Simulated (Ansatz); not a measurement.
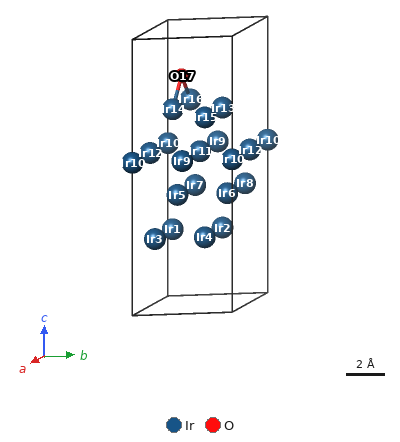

Figure 1. The starting structure (ball-and-stick view of the cell of the calculation, with the vacuum cut short, seen slightly off an axis; atoms are numbered from 1 in the order of the input). An atom can appear more than once, as a periodic image.

**Geometry relaxation of Ir$_{16}$O (part 1 of 3)**

System: Ir$_{16}$O (slab, 17 atoms in the cell).
Method: DFT PBE+D3(BJ), scalar-relativistic, plane waves, PAW, no spin polarisation (Ansatz 0.2.0).

The structure derives from an entry of the Crystallography Open Database. The input holds or restrains some coordinates. Forces given for the steps count only the free coordinates. Figures and captions count atoms from 1; the log counts them from 0 in places.

### The input
```yaml
crystal:
  lattice:
    - [5.4313533143, 0.0, 0.0]
    - [-2.7156766571, 4.7036899471, 0.0]
    - [0.0, 0.0, 25.6520221164]
  atoms:
    - { symbol: Ir, position: [0.3333333333, 0.1666666667, 0.331357893] }
    - { symbol: Ir, position: [0.3333333333, 0.6666666667, 0.331357893] }
    - { symbol: Ir, position: [0.8333333333, 0.1666666667, 0.331357893] }
    - { symbol: Ir, position: [0.8333333333, 0.6666666667, 0.331357893] }
    - { symbol: Ir, position: [0.6666666667, 0.3333333333, 0.41779711] }
    - { symbol: Ir, position: [0.6666666667, 0.8333333333, 0.41779711] }
    - { symbol: Ir, position: [0.1666666667, 0.3333333333, 0.41779711] }
    - { symbol: Ir, position: [0.1666666667, 0.8333333333, 0.41779711] }
    - { symbol: Ir, position: [0.0, 0.5, 0.5030025083] }
    - { symbol: Ir, position: [0.0, 0.0, 0.5030025083] }
    - { symbol: Ir, position: [0.5, 0.5, 0.5030025083] }
    - { symbol: Ir, position: [0.5, 0.0, 0.5030025083] }
    - { symbol: Ir, position: [0.3333333333, 0.6666666667, 0.5883005966] }
    - { symbol: Ir, position: [0.3333333333, 0.1666666667, 0.5883005966] }
    - { symbol: Ir, position: [0.8333333333, 0.6666666667, 0.5883005966] }
    - { symbol: Ir, position: [0.8333333333, 0.1666666667, 0.5883005966] }
    - { symbol: O, position: [0.0833333333, 0.1666666667, 0.6498941814] }
basis:
  ecutwfc: 420
kpoints:
  mp_grid: { grid: [6, 6, 1] }
hamiltonian:
  xc: pbe
  dispersion: d3bj
scf:
  occupations: { method: gaussian, width: 0.1 }
output:
  forces: true
  eigenvalues: true
  write_density: true
  write_potential: true
  elf: true
  volumetric_format: npy
relax:
  adjacent_minimum: "off"
  f_tol: 0.03
  max_steps: 70
  constraints: [{ sites: [0, 1, 2, 3, 4, 5, 6, 7] }]
efield:
  axis: 3
  dipole_correction: true
```

Command:
```bash
ansatz run input.yaml --threads 4 --pin off --max-ram 10240MiB --backend cpu --events-out ev --progress --plain --runs-dir out
```

### What the program printed
```
Engine: ansatz 0.2.0, x86_64-unknown-linux-gnu
Pseudopotentials: kind: paw
Pseudopotential: Ir, paw, valence charge 17, recommended cutoff 420 eV (normal), Ir.paw.azcp
Pseudopotential: O, paw, valence charge 6, recommended cutoff 420 eV (normal), O.paw.azcp
Functional definition: PBE
  parameter kappa = 0.804
  parameter beta = 0.06672455060314922
  exchange = pbe_x(kappa = kappa, mu = beta*pi^2/3)
  correlation = pbe_c(beta = beta)
Crystal: 17 atoms, lattice volume = 655.343 Å³
Basis set: ecut = 420 eV, 12763 PW (Γ), exchange–correlation on 80×80×360 points (8 copies of the dense FFT grid, shifted against one another)
Bands: 167, of which v1, the nominal top of the filled ones, is band 139 counted from 1 (138 counted from 0)
Symmetry: 2 space group operations
Space group: Cm (ITA 8), of the structure as read, at distance tolerance 8.7e-5 Å
k-points: 13 of 36 (time reversal used)
Non-local potential: Ir, projectors of the file, l = 0: 3, l = 1: 2, l = 2: 2, l = 3: 1
Non-local potential: O, projectors of the file, l = 0: 2, l = 1: 2, l = 2: 1
PAW form: soft (Blöchl's): semilocal exchange-correlation on the pseudo side does not see the compensation charge
PAW one-centre angular grid: Ir, 590 points (default); XC on 64 Gauss nodes
PAW one-centre angular grid: O, 110 points (default); XC on 64 Gauss nodes
Initial density: superposition of atomic densities (neutral atoms: chi_scale 0, normalization atom), corrected by the library's trained network
Initial wavefunctions: pseudopotential atomic-orbital guess
Functional: x = pbe(κ = 0.804, μ = 0.2195149727645171), c = pbe(β = 0.06672455060314922)
SCF iter   1: F=—  HF=-191532.574262 eV  |F-HF|=—  |Δ(HF+E_count)|=         —  Δρ=7.31e-3  dr2=1.66e0  ethr=1.77e-3  p=-0.111 e·Å  D=-3.07e-2 V/Å  ΔV_dip=0.79 eV  dr2_dipole=8.54e-3  V_vac-E_F(+/−)=5.98/5.20 eV  ⟨swp⟩=8.3  Hψ=9890  notcnv=0  defer=26
efield: sawtooth ramp at fractional position 0.9406 (placed from the atoms, in the widest stretch of the axis that holds none; the zero of the levels goes with the place), width 0.1000; the density the first Hamiltonian is built on has a dipole p = -0.111 e·Å; the dipole correction subtracts the counter field D = -3.07e-2 V/Å, which shifts the + side's vacuum level by +0.79 eV against the − side's; the planar-averaged density in the ramp window peaks in size at 2.9e-5 e/Å³
preconditioner: auto → LDOS  [metal: Δε(μ)=0.020 eV  Ē_g=6.424 eV  σ=0.100 eV  W_gap=0.11  n_scr=126 (ndim 8)  ℏωp=17.8 eV  f_vac=0.589  D(μ)=17.94/eV (n_scr^D=108)  β→1.0]
SCF iter   2: F=—  HF=-191532.558553 eV  |F-HF|=—  |Δ(HF+E_count)|=   1.57e-2  Δρ=3.17e-3  dr2=1.41e-1  ethr=5.98e-4  p=-0.097 e·Å  D=-2.67e-2 V/Å  ΔV_dip=0.69 eV  dr2_dipole=3.54e-3  V_vac-E_F(+/−)=6.19/5.50 eV  ⟨swp⟩=1.3  Hψ=2608  notcnv=0  defer=110
SCF iter   3: F=—  HF=-191532.544533 eV  |F-HF|=—  |Δ(HF+E_count)|=   1.40e-2  Δρ=1.04e-3  dr2=1.79e-2  ethr=5.09e-5  p=-0.100 e·Å  D=-2.75e-2 V/Å  ΔV_dip=0.71 eV  dr2_dipole=7.39e-4  V_vac-E_F(+/−)=6.19/5.49 eV  ⟨swp⟩=2.4  Hψ=3250  notcnv=0  defer=110
SCF iter   4: F=—  HF=-191532.544029 eV  |F-HF|=—  |Δ(HF+E_count)|=   5.03e-4  Δρ=2.91e-4  dr2=1.48e-3  ethr=6.42e-6  p=-0.099 e·Å  D=-2.74e-2 V/Å  ΔV_dip=0.70 eV  dr2_dipole=1.90e-4  V_vac-E_F(+/−)=6.20/5.50 eV  ⟨swp⟩=2.6  Hψ=3143  notcnv=0  defer=98
SCF iter   5: F=—  HF=-191532.544022 eV  |F-HF|=—  |Δ(HF+E_count)|=   7.06e-6  Δρ=1.10e-4  dr2=2.55e-4  ethr=5.31e-7  p=-0.099 e·Å  D=-2.73e-2 V/Å  ΔV_dip=0.70 eV  dr2_dipole=4.48e-5  V_vac-E_F(+/−)=6.20/5.50 eV  ⟨swp⟩=2.8  Hψ=3643  notcnv=0  defer=96
SCF iter   6: F=—  HF=-191532.544098 eV  |F-HF|=—  |Δ(HF+E_count)|=   7.53e-5  Δρ=4.58e-5  dr2=2.39e-5  ethr=9.18e-8  p=-0.099 e·Å  D=-2.73e-2 V/Å  ΔV_dip=0.70 eV  dr2_dipole=6.06e-6  V_vac-E_F(+/−)=6.20/5.50 eV  ⟨swp⟩=2.2  Hψ=2974  notcnv=0  defer=95
SCF iter   7: F=-191532.544131 eV  HF=-191532.544125 eV  |F-HF|=5.62e-6  |Δ(HF+E_count)|=   2.74e-5  Δρ=2.03e-5  dr2=3.58e-6  ethr=8.09e-9  p=-0.099 e·Å  D=-2.73e-2 V/Å  ΔV_dip=0.70 eV  dr2_dipole=1.35e-7  V_vac-E_F(+/−)=6.20/5.50 eV  ⟨swp⟩=24.2  Hψ=22459  notcnv=0
SCF 1 converged in 7 iterations: F = -191532.544131 eV  dr2 = 3.58e-6
  greatest PAW one-centre occupation: 1.000 electrons in one spin orbital (limit 2), on the Ir atom at site 11 (counted from 0), in its partial waves of l = 0
relax step   1: F+E_penalty+E_count = -191532.54413068 eV  Δ(F+E_penalty+E_count) = +0.000e0 eV  max|allowed force component| = 1.610e0 eV/Å  Δτ_max = 0.0000 Å  (7 SCF iters, dr2 threshold 2.25e-5 eV, accepted)
Initial density: handed on by an earlier stage of this run
Initial wavefunctions: those handed on with the density
iter 1 solved again at ethr=8.15e-5 eV; its pass at ethr=3.10e-3 eV (dr2=2.27e-1 eV) is discarded
SCF iter   1: F=—  HF=-191532.718978 eV  |F-HF|=—  |Δ(HF+E_count)|=         —  Δρ=6.70e-3  dr2=1.88e-1  ethr=8.15e-5  p=-0.099 e·Å  D=-2.73e-2 V/Å  ΔV_dip=0.70 eV  dr2_dipole=1.72e-2  V_vac-E_F(+/−)=6.19/5.49 eV  ⟨swp⟩=2.2  Hψ=7749  notcnv=0  defer=186
efield: sawtooth ramp at fractional position 0.9406 (handed on by an earlier solve), width 0.1000; the density the first Hamiltonian is built on has a dipole p = -0.099 e·Å; the dipole correction subtracts the counter field D = -2.73e-2 V/Å, which shifts the + side's vacuum level by +0.70 eV against the − side's; the planar-averaged density in the ramp window peaks in size at 1.7e-6 e/Å³
preconditioner: auto → LDOS  [metal: Δε(μ)=0.019 eV  Ē_g=6.434 eV  σ=0.100 eV  W_gap=0.10  n_scr=126 (ndim 8)  ℏωp=17.8 eV  f_vac=0.588  D(μ)=18.18/eV (n_scr^D=108)  β→1.0]
SCF iter   2: F=—  HF=-191532.708477 eV  |F-HF|=—  |Δ(HF+E_count)|=   1.05e-2  Δρ=1.93e-3  dr2=3.69e-2  ethr=6.77e-5  p=-0.083 e·Å  D=-2.29e-2 V/Å  ΔV_dip=0.59 eV  dr2_dipole=4.91e-4  V_vac-E_F(+/−)=6.09/5.50 eV  ⟨swp⟩=2.0  Hψ=3305  notcnv=0  defer=186
SCF iter   3: F=—  HF=-191532.706245 eV  |F-HF|=—  |Δ(HF+E_count)|=   2.23e-3  Δρ=1.06e-3  dr2=1.90e-2  ethr=1.33e-5  p=-0.080 e·Å  D=-2.21e-2 V/Å  ΔV_dip=0.57 eV  dr2_dipole=1.11e-4  V_vac-E_F(+/−)=6.07/5.50 eV  ⟨swp⟩=2.5  Hψ=3811  notcnv=0  defer=189
SCF iter   4: F=—  HF=-191532.701784 eV  |F-HF|=—  |Δ(HF+E_count)|=   4.46e-3  Δρ=3.69e-4  dr2=1.05e-3  ethr=6.84e-6  p=-0.080 e·Å  D=-2.21e-2 V/Å  ΔV_dip=0.57 eV  dr2_dipole=2.02e-5  V_vac-E_F(+/−)=6.07/5.50 eV  ⟨swp⟩=2.8  Hψ=3757  notcnv=0  defer=189
SCF iter   5: F=—  HF=-191532.701725 eV  |F-HF|=—  |Δ(HF+E_count)|=   5.89e-5  Δρ=1.16e-4  dr2=1.54e-4  ethr=3.78e-7  p=-0.080 e·Å  D=-2.21e-2 V/Å  ΔV_dip=0.57 eV  dr2_dipole=5.70e-7  V_vac-E_F(+/−)=6.07/5.50 eV  ⟨swp⟩=2.2  Hψ=3600  notcnv=0  defer=189
SCF iter   6: F=-191532.701751 eV  HF=-191532.701755 eV  |F-HF|=4.80e-6  |Δ(HF+E_count)|=   3.02e-5  Δρ=5.37e-5  dr2=3.49e-5  ethr=3.60e-8  p=-0.080 e·Å  D=-2.20e-2 V/Å  ΔV_dip=0.57 eV  dr2_dipole=5.15e-10  V_vac-E_F(+/−)=6.07/5.50 eV  ⟨swp⟩=21.8  Hψ=25012  notcnv=0
SCF 2 converged in 6 iterations: F = -191532.701751 eV  dr2 = 3.49e-5
[... from here on the iterations of each SCF are left out, up to the last one ...]
relax step   2: F+E_penalty+E_count = -191532.70175069 eV  Δ(F+E_penalty+E_count) = -1.576e-1 eV  max|allowed force component| = 8.434e-1 eV/Å  Δτ_max = 0.1216 Å  (6 SCF iters, dr2 threshold 1.00e-4 eV, accepted)
efield: sawtooth ramp at fractional position 0.9406 (handed on by an earlier solve), width 0.1000; the density the first Hamiltonian is built on has a dipole p = -0.080 e·Å; the dipole correction subtracts the counter field D = -2.20e-2 V/Å, which shifts the + side's vacuum level by +0.56 eV against the − side's; the planar-averaged density in the ramp window peaks in size at 1.5e-6 e/Å³
preconditioner: auto → LDOS  [metal: Δε(μ)=0.013 eV  Ē_g=6.480 eV  σ=0.100 eV  W_gap=0.08  n_scr=126 (ndim 8)  ℏωp=17.8 eV  f_vac=0.590  D(μ)=19.19/eV (n_scr^D=108)  β→1.0]
SCF 3 converged in 6 iterations: F = -191532.835349 eV  dr2 = 1.49e-5
relax step   3: F+E_penalty+E_count = -191532.83534940 eV  Δ(F+E_penalty+E_count) = -1.336e-1 eV  max|allowed force component| = 6.484e-1 eV/Å  Δτ_max = 0.1942 Å  (6 SCF iters, dr2 threshold 4.45e-5 eV, accepted)
efield: sawtooth ramp at fractional position 0.9406 (handed on by an earlier solve), width 0.1000; the density the first Hamiltonian is built on has a dipole p = -0.054 e·Å; the dipole correction subtracts the counter field D = -1.49e-2 V/Å, which shifts the + side's vacuum level by +0.38 eV against the − side's; the planar-averaged density in the ramp window peaks in size at 1.7e-6 e/Å³
preconditioner: auto → LDOS  [metal: Δε(μ)=0.005 eV  Ē_g=6.484 eV  σ=0.100 eV  W_gap=0.03  n_scr=126 (ndim 8)  ℏωp=17.8 eV  f_vac=0.590  D(μ)=19.69/eV (n_scr^D=126)  β→1.0]
SCF 4 converged in 6 iterations: F = -191533.014012 eV  dr2 = 2.48e-5
relax step   4: F+E_penalty+E_count = -191533.01401243 eV  Δ(F+E_penalty+E_count) = -1.787e-1 eV  max|allowed force component| = 9.010e-1 eV/Å  Δτ_max = 0.1983 Å  (6 SCF iters, dr2 threshold 1.00e-4 eV, accepted)
efield: sawtooth ramp at fractional position 0.9406 (handed on by an earlier solve), width 0.1000; the density the first Hamiltonian is built on has a dipole p = -0.049 e·Å; the dipole correction subtracts the counter field D = -1.35e-2 V/Å, which shifts the + side's vacuum level by +0.35 eV against the − side's; the planar-averaged density in the ramp window peaks in size at 2.1e-6 e/Å³
preconditioner: auto → LDOS  [metal: Δε(μ)=0.012 eV  Ē_g=6.494 eV  σ=0.100 eV  W_gap=0.07  n_scr=126 (ndim 8)  ℏωp=17.8 eV  f_vac=0.591  D(μ)=18.42/eV (n_scr^D=108)  β→1.0]
SCF 5 converged in 6 iterations: F = -191533.214148 eV  dr2 = 1.97e-5
relax step   5: F+E_penalty+E_count = -191533.21414774 eV  Δ(F+E_penalty+E_count) = -2.001e-1 eV  max|allowed force component| = 5.736e-1 eV/Å  Δτ_max = 0.1950 Å  (6 SCF iters, dr2 threshold 1.00e-4 eV, accepted)
efield: sawtooth ramp at fractional position 0.9406 (handed on by an earlier solve), width 0.1000; the density the first Hamiltonian is built on has a dipole p = -0.041 e·Å; the dipole correction subtracts the counter field D = -1.14e-2 V/Å, which shifts the + side's vacuum level by +0.29 eV against the − side's; the planar-averaged density in the ramp window peaks in size at 1.8e-6 e/Å³
preconditioner: auto → LDOS  [metal: Δε(μ)=0.025 eV  Ē_g=6.528 eV  σ=0.100 eV  W_gap=0.14  n_scr=126 (ndim 8)  ℏωp=17.8 eV  f_vac=0.591  D(μ)=17.02/eV (n_scr^D=94)  β→1.0]
SCF 6 converged in 5 iterations: F = -191533.218998 eV  dr2 = 7.58e-5
relax step   6: F+E_penalty+E_count = -191533.21899805 eV  Δ(F+E_penalty+E_count) = -4.850e-3 eV  max|allowed force component| = 1.255e0 eV/Å  Δτ_max = 0.1999 Å  (5 SCF iters, dr2 threshold 1.00e-4 eV, accepted)
efield: sawtooth ramp at fractional position 0.9406 (handed on by an earlier solve), width 0.1000; the density the first Hamiltonian is built on has a dipole p = -0.017 e·Å; the dipole correction subtracts the counter field D = -4.73e-3 V/Å, which shifts the + side's vacuum level by +0.12 eV against the − side's; the planar-averaged density in the ramp window peaks in size at 1.6e-6 e/Å³
preconditioner: auto → LDOS  [metal: Δε(μ)=0.030 eV  Ē_g=6.507 eV  σ=0.100 eV  W_gap=0.17  n_scr=126 (ndim 8)  ℏωp=17.8 eV  f_vac=0.591  D(μ)=16.18/eV (n_scr^D=94)  β→1.0]
SCF 7 converged in 5 iterations: F = -191533.284742 eV  dr2 = 2.45e-5
relax step   7: F+E_penalty+E_count = -191533.28474169 eV  Δ(F+E_penalty+E_count) = -6.574e-2 eV  max|allowed force component| = 3.166e-1 eV/Å  Δτ_max = 0.0803 Å  (5 SCF iters, dr2 threshold 1.00e-4 eV, accepted)
efield: sawtooth ramp at fractional position 0.9406 (handed on by an earlier solve), width 0.1000; the density the first Hamiltonian is built on has a dipole p = -0.025 e·Å; the dipole correction subtracts the counter field D = -7.01e-3 V/Å, which shifts the + side's vacuum level by +0.18 eV against the − side's; the planar-averaged density in the ramp window peaks in size at 1.7e-6 e/Å³
preconditioner: auto → LDOS  [metal: Δε(μ)=0.030 eV  Ē_g=6.506 eV  σ=0.100 eV  W_gap=0.17  n_scr=126 (ndim 8)  ℏωp=17.8 eV  f_vac=0.591  D(μ)=16.47/eV (n_scr^D=94)  β→1.0]
SCF 8 converged in 5 iterations: F = -191533.290548 eV  dr2 = 4.75e-6
  Residual-converged pass: ⟨swp⟩=1.0  Hψ=2223  notcnv=0  max |occ|·‖R‖ = 7.1e-9 eV (tolerance 1.0e-8 eV)  dr2=4.75e-6  dr2_onsite=4.17e-8  max |Δocc| = 4.1e-11
relax step   8: F+E_penalty+E_count = -191533.29054751 eV  Δ(F+E_penalty+E_count) = -5.806e-3 eV  max|allowed force component| = 4.428e-2 eV/Å  Δτ_max = 0.0299 Å  (5 SCF iters, dr2 threshold 6.38e-6 eV, accepted)
SCF iter   1: F=—  HF=-191533.290081 eV  |F-HF|=—  |Δ(HF+E_count)|=         —  Δρ=1.72e-4  dr2=2.03e-4  ethr=5.74e-7  p=-0.024 e·Å  D=-6.54e-3 V/Å  ΔV_dip=0.17 eV  dr2_dipole=1.10e-5  V_vac-E_F(+/−)=5.63/5.47 eV  ⟨swp⟩=2.4  Hψ=3671  notcnv=0
efield: sawtooth ramp at fractional position 0.9406 (handed on by an earlier solve), width 0.1000; the density the first Hamiltonian is built on has a dipole p = -0.024 e·Å; the dipole correction subtracts the counter field D = -6.54e-3 V/Å, which shifts the + side's vacuum level by +0.17 eV against the − side's; the planar-averaged density in the ramp window peaks in size at 1.6e-6 e/Å³
preconditioner: auto → LDOS  [metal: Δε(μ)=0.033 eV  Ē_g=6.506 eV  σ=0.100 eV  W_gap=0.18  n_scr=126 (ndim 8)  ℏωp=17.8 eV  f_vac=0.591  D(μ)=16.50/eV (n_scr^D=94)  β→1.0]
SCF iter   2: F=—  HF=-191533.290034 eV  |F-HF|=—  |Δ(HF+E_count)|=   4.69e-5  Δρ=8.33e-5  dr2=1.02e-4  ethr=7.29e-8  p=-0.024 e·Å  D=-6.69e-3 V/Å  ΔV_dip=0.17 eV  dr2_dipole=1.65e-6  V_vac-E_F(+/−)=5.64/5.47 eV  ⟨swp⟩=3.0  Hψ=4600  notcnv=0
SCF iter   3: F=—  HF=-191533.290012 eV  |F-HF|=—  |Δ(HF+E_count)|=   2.20e-5  Δρ=3.03e-5  dr2=1.57e-5  ethr=3.65e-8  p=-0.024 e·Å  D=-6.68e-3 V/Å  ΔV_dip=0.17 eV  dr2_dipole=7.00e-9  V_vac-E_F(+/−)=5.64/5.47 eV  ⟨swp⟩=2.0  Hψ=3272  notcnv=0
SCF iter   4: F=—  HF=-191533.290776 eV  |F-HF|=—  |Δ(HF+E_count)|=   7.64e-4  Δρ=8.14e-6  dr2=7.71e-7  ethr=5.63e-9  p=-0.024 e·Å  D=-6.69e-3 V/Å  ΔV_dip=0.17 eV  dr2_dipole=1.80e-9  V_vac-E_F(+/−)=5.64/5.47 eV  ⟨swp⟩=3.0  Hψ=3701  notcnv=0
SCF iter   5: F=—  HF=-191533.290776 eV  |F-HF|=—  |Δ(HF+E_count)|=   3.19e-7  Δρ=3.22e-6  dr2=1.62e-7  ethr=2.77e-10  p=-0.024 e·Å  D=-6.69e-3 V/Å  ΔV_dip=0.17 eV  dr2_dipole=5.92e-9  V_vac-E_F(+/−)=5.64/5.47 eV  ⟨swp⟩=2.2  Hψ=3633  notcnv=0
SCF iter   6: F=-191533.290776 eV  HF=-191533.290776 eV  |F-HF|=6.57e-8  |Δ(HF+E_count)|=   1.14e-7  Δρ=1.27e-6  dr2=2.00e-8  ethr=3.60e-11  p=-0.024 e·Å  D=-6.70e-3 V/Å  ΔV_dip=0.17 eV  dr2_dipole=2.61e-9  V_vac-E_F(+/−)=5.64/5.47 eV  ⟨swp⟩=17.0  Hψ=18042  notcnv=0
SCF 9 converged in 6 iterations: F = -191533.290776 eV  dr2 = 2.00e-8
relax step   9: F+E_penalty+E_count = -191533.29077639 eV  Δ(F+E_penalty+E_count) = -2.289e-4 eV  max|allowed force component| = 1.885e-3 eV/Å  Δτ_max = 0.0034 Å  (6 SCF iters, accepted)
```

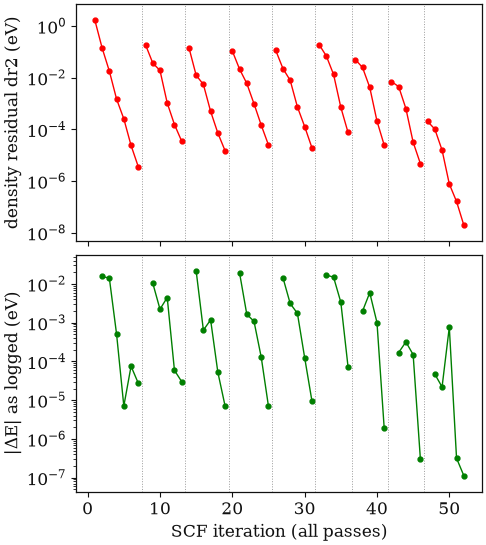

Figure 2. Convergence of the self-consistent field: density residual dr2 and size of the energy change against the SCF iteration. The dotted lines part the SCF passes of the relaxation: geometry steps, rejected trials and re-solves on a re-selected basis. The 9 passes take 5 to 7 iterations each, 52 in all.
